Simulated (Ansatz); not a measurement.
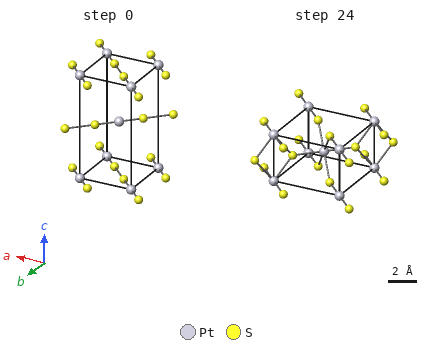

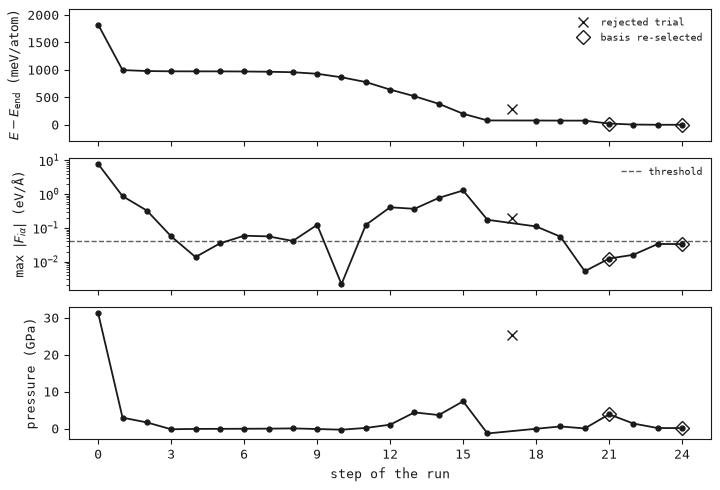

First and last geometry of a relaxation of crystalline PtS$_{2}$ (a generated structure, set up in P4_2/mnm) (coarse preliminary run), with the history of the run. The picture is a ball-and-stick view of the cell of the calculation, seen from a free direction.

Level of theory: Ansatz, DFT PBE, scalar-relativistic, plane waves, PAW.

The input:
```yaml
crystal:
  lattice:
    - [4.29350694, 0.0, 0.0]
    - [0.0, 4.29350694, 0.0]
    - [0.0, 0.0, 8.40105661]
  atoms:
    - { symbol: Pt, position: [0.0, 0.0, 0.0] }
    - { symbol: Pt, position: [0.5, 0.5, 0.5] }
    - { symbol: S, position: [0.69142684, 0.30857316, 0.0] }
    - { symbol: S, position: [0.30857316, 0.69142684, 0.0] }
    - { symbol: S, position: [0.19142684, 0.19142684, 0.5] }
    - { symbol: S, position: [0.80857316, 0.80857316, 0.5] }
basis:
  ecutwfc: 420
kpoints:
  mp_grid: { grid: [4, 4, 2] }
hamiltonian:
  xc: pbe
scf:
  occupations: { method: gaussian, width: 0.1 }
  lower_state_search: "off"
output:
  forces: true
  stress: true
  eigenvalues: true
relax:
  adjacent_minimum: "off"
  f_tol: 0.04
  max_steps: 70
  cell: { stress_tol: 0.4 }
```

Launched with:
```bash
ansatz run input.yaml --threads 1 --pin off --max-ram 2560MiB --backend cpu --events-out ev --progress --plain --runs-dir out
```

What do the curves and the structures tell?

Answer. It converged. The energy falls by 1823 meV per atom in 21 accepted moves (24 points after the start). The largest force component goes from 7.8 to 0.033 eV/Å. Pressure: 31.20 GPa at the start and 0.15 GPa at the end. The line search rejected the trial step at point 17 of the run. The SCF was repeated twice at an unchanged geometry on a basis and grid sized afresh for the cell, which shifted the energy by 53.7 meV per atom at most. The largest moves relative to the cell, 0.026 Å, are those of S3, S4, S5 and S6. S6 goes along [1 1 0]. Pt stays in place. Cell: a = b 4.294 → 5.510 Å (+28.3 %), c 8.401 → 3.779 Å (−55.0 %). Volume −25.9 %. Among the contacts that change: Pt1–S5 4.358 → 2.391 Å, S3–S4 2.325 → 2.931 Å, Pt1–S3 1.874 → 2.431 Å. New bonds form: Pt1–S5 (4.36 → 2.39 Å), Pt1–S6 (4.36 → 2.39 Å), Pt2–S3 (4.36 → 2.39 Å), Pt2–S4 (4.36 → 2.39 Å). The space group stays P4_2/mnm (No. 136).

```
step  E − E(0), meV/atom  largest force component, eV/Å  pressure, GPa  volume, Å³/atom                      note
   0                0.00                         7.7592          31.20           25.811                          
   1             -825.74                         0.8755           2.97           28.452                          
   2             -843.26                         0.3273           1.68           28.311                          
   3             -848.61                         0.0563          -0.17           28.698                          
   4             -849.07                         0.0138          -0.08           28.393                          
   5             -849.40                         0.0349          -0.06           28.082                          
   6             -851.70                         0.0591          -0.04           26.672                          
   7             -856.08                         0.0563          -0.01           25.315                          
   8             -864.84                         0.0412           0.06           24.000                          
   9             -893.39                         0.1236          -0.10           22.752                          
  10             -957.19                         0.0022          -0.29           21.657                          
  11            -1043.96                         0.1230           0.19           20.489                          
  12            -1181.60                         0.4099           1.07           19.331                          
  13            -1302.11                         0.3681           4.40           18.151                          
  14            -1440.42                         0.7769           3.67           18.110                          
  15            -1621.75                         1.2872           7.40           17.730                          
  16            -1743.57                         0.1747          -1.31           18.534                          
  17            -1540.83                         0.1975          25.28           16.266                  rejected
  18            -1744.61                         0.1111          -0.04           18.344                          
  19            -1746.51                         0.0553           0.59           18.291                          
  20            -1746.95                         0.0053           0.05           18.354                          
  21            -1800.63                         0.0124           3.88           18.354  same geometry, new basis
  22            -1818.40                         0.0161           1.38           18.810                          
  23            -1822.41                         0.0336           0.15           19.125                          
  24            -1822.54                         0.0334           0.15           19.125  same geometry, new basis
```

Limits of the set-up: the k-point mesh is coarse for a cell with partly filled bands; layers or molecules are held without a dispersion correction, so their spacing is unreliable.
